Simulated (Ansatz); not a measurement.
# Does disorder add resistance in series? Rh(111) layers with 12.5 % Ir

Two lengths of the disordered region are known. What area resistance does the third give?

How it was computed: Ansatz 0.2.0, plane waves with PAW datasets at their recommended cutoffs (420 eV for most), Fermi-Dirac smearing; ballistic transmission by layer matching. The area resistance is RA = A (h/2e²)(1/T − 1/N), with T the zone-mean transmission per spin and N the lead's channels, both averaged over a few energies near the Fermi level; for magnets each spin is taken apart, with h/e², and the two conduct in parallel. Lateral cell 2x2, PBE, a fresh random draw for each length.

Results; the value marked ? is to be predicted:

| length (Å) | channels N | RA (fΩ m²) |
| --- | --- | --- |
| 8.78 | 7.000 | 0.0251 |
| 17.6 | 7.000 | 0.0440 |
| 26.3 | 7.000 | ? |

Worked fit:

Ohm's law makes RA linear in the length: the slope is (0.0440 − 0.0251)/(17.6 − 8.78) = 2.15×10⁻³ fΩ m² per Å, or 2.2 µΩ cm. Then 0.0440 + 2.15×10⁻³ × 8.78. Predicted: 0.0628 fΩ m².

**The withheld run.**

0.0604 fΩ m², so the prediction is 4.1 % too high. The three lengths together give 2.0 µΩ cm. The two increments are 0.019 and 0.016 fΩ m², roughly as Ohm's law has it, though with one draw for each length that is a weak test.

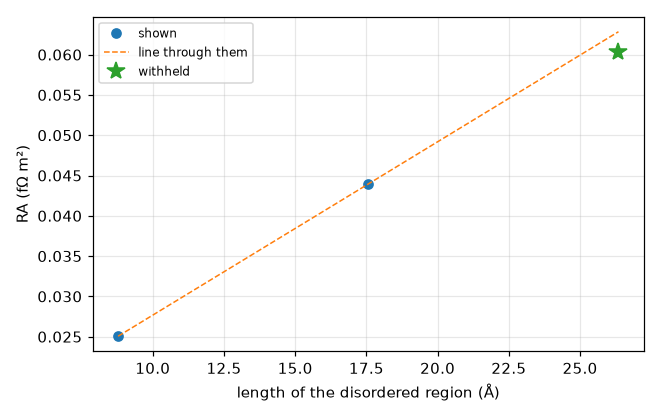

Area resistance against length.

Caveats: The scatterers repeat sideways with the small cell. The slope is a raw one; a model of isotropic scattering puts it 1.18 times the bulk value over these lengths. Atoms sit unrelaxed on the host's lattice, and the pair may not mix at random in practice. Spin-orbit coupling is left out, which matters for Ir.
